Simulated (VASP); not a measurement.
```
Mg Se
1.0
     5.44860    0.00000    0.00000
     0.00000    5.44860    0.00000
     0.00000    0.00000    5.44860
Mg Se
4 4
Cartesian
  0.0000 0.0000 0.0000
  2.7243 2.7243 0.0000
  2.7243 0.0000 2.7243
  0.0000 2.7243 2.7243
  2.7243 0.0000 0.0000
  0.0000 2.7243 0.0000
  0.0000 0.0000 2.7243
  2.7243 2.7243 2.7243
```

Space group Fm-3m; a generated structure, not necessarily the stable one; computed pressure about 2 GPa in this cell.

Level of theory: VASP 6.6.1, Kohn-Sham DFT of a periodic cell, PBE, VASP PAW PBE potentials, recommended.

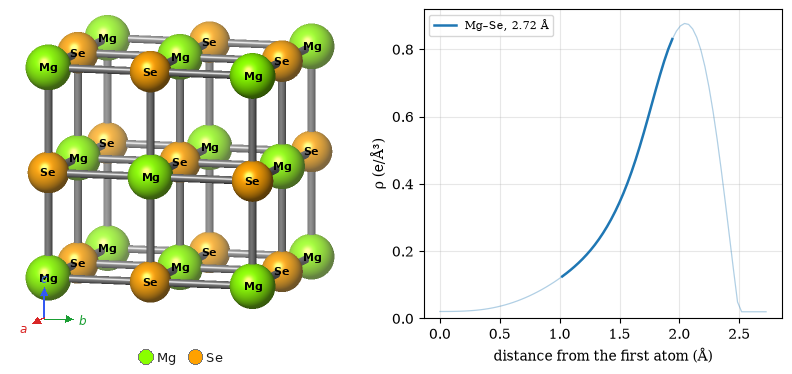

MgSe. Valence electron density along straight lines between neighbouring atoms. Thin, pale parts lie inside the atomic spheres. The structure is drawn too.

The density is the valence pseudo-density of a PAW calculation; it isn't the true density close to the nuclei.

What can be read from the curves?

Answer. Mg–Se (2.72 Å): ρ is about 0.25 e/Å³ halfway.
